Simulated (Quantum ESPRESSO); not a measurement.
**A series of single points on Bi**

System: Bi (Im-3m, 1 atom in the cell).
Method: Kohn-Sham DFT of a periodic cell, PBEsol, PseudoDojo 0.4.1 SR PBEsol standard, no spin polarisation (Quantum ESPRESSO 7.5).

The 7 runs differ only in the geometry, by an even scaling of the cell at fixed fractional positions. The structure derives from a Materials Project entry.

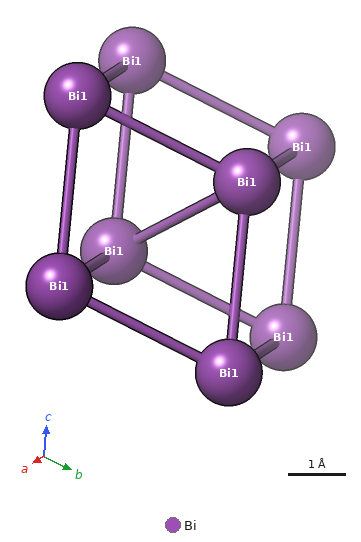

Figure 1. The structure of run 4 (ball-and-stick view of the cell of the calculation, seen slightly off an axis; atoms are numbered from 1 in the order of the input).

### Input of run 4
```
&CONTROL
  calculation = 'scf'
  prefix = 'pwscf'
  outdir = './tmp'
  pseudo_dir = './pseudo'
  tprnfor = .true.
  tstress = .true.
  disk_io = 'nowf'
/
&SYSTEM
  ibrav = 0
  nat = 1
  ntyp = 1
  ecutwfc = 66
  nbnd = 13
  occupations = 'smearing'
  smearing = 'fd'
  degauss = 0.00367493
/
&ELECTRONS
  conv_thr = 2d-10
  electron_maxstep = 120
  mixing_beta = 0.5
/
ATOMIC_SPECIES
Bi   208.9804 Bi.upf
CELL_PARAMETERS angstrom
  -1.9814305318    1.9814305318    1.9814305318
   1.9814305318   -1.9814305318    1.9814305318
   1.9814305318    1.9814305318   -1.9814305318
ATOMIC_POSITIONS crystal
Bi     0.0000000000    0.0000000000    0.0000000000
K_POINTS automatic
9 9 9 0 0 0
```

Command:
```bash
OMP_NUM_THREADS=1 pw.x -in pw.in > pw.out
```

Run 5 differs from it as follows:
```diff
-  -1.9814305318    1.9814305318    1.9814305318
-   1.9814305318   -1.9814305318    1.9814305318
-   1.9814305318    1.9814305318   -1.9814305318
+  -1.9945529707    1.9945529707    1.9945529707
+   1.9945529707   -1.9945529707    1.9945529707
+   1.9945529707    1.9945529707   -1.9945529707
```

### Results, with one run withheld

| run | volume per atom (Å³) | free energy per atom, from the lowest run given (meV) | pressure (GPa) |
| --- | --- | --- | --- |
| 1 | 29.250 | 4.27 | 1.73 |
| 2 | 29.872 | 0.00 | 0.38 |
| 3 | 30.495 | 0.75 | −0.85 |
| 4 | 31.117 | 6.03 | −1.96 |
| 5 | 31.739 | ? | ? |
| 6 | 32.362 | 28.25 | −3.79 |
| 7 | 32.984 | 44.27 | −4.54 |

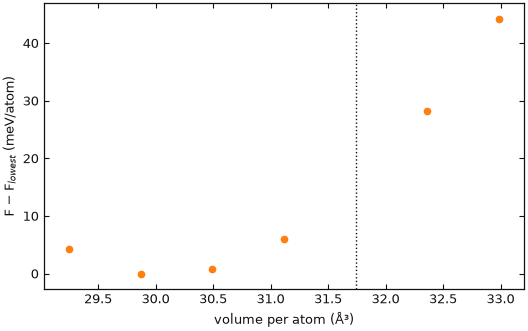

Figure 2. Free energy per atom of the runs given; the dotted line marks run 5.

Fit the runs given and predict run 5.

A cubic polynomial in V^(−2/3) (the Birch–Murnaghan form), fitted to the 6 runs given, misses them by at most 0.02 meV per atom. With x = V^(−2/3) − 0.10141 Å⁻², it reads F = 4.3695 − 4699 x + 1.1755e+06 x² + 3.8261e+06 x³ (meV per atom). At run 5 it gives 15.34 meV per atom, and the run itself gives 15.36. The slope of the fit gives a pressure −dF/dV of −2.87 GPa there, and the run prints −2.93 GPa. The two needn't agree exactly: the fit is approximate, and the printed stress is taken on a finite basis. The fit has its minimum at 30.080 Å³ per atom, where V d²F/dV² gives 60.6 GPa: the bulk modulus at this level, since symmetry fixes the shape and the positions.

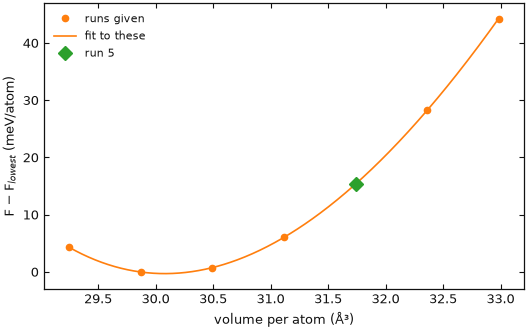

Figure 3. The fit and the withheld run.

### Some lines of the output (run 5)
```
[...]
     unit-cell volume          =     214.1871 (a.u.)^3
     number of k points=    35  Fermi-Dirac smearing, width (Ry)=  0.0037
     total energy              =    -163.85021627 Ry
     total energy              =    -163.85036359 Ry
     total energy              =    -163.85038656 Ry
     total energy              =    -163.85038788 Ry
     total energy              =    -163.85038803 Ry
     total energy              =    -163.85038806 Ry
     the Fermi energy is    11.4105 ev
!    total energy              =    -163.85038806 Ry
     The total energy is F=E-TS. E is the sum of the following terms:
     Computing stress (Cartesian axis) and pressure
          total   stress  (Ry/bohr**3)                   (kbar)     P=      -29.35
```

Notes: Spin–orbit coupling is left out, which matters for Bi.
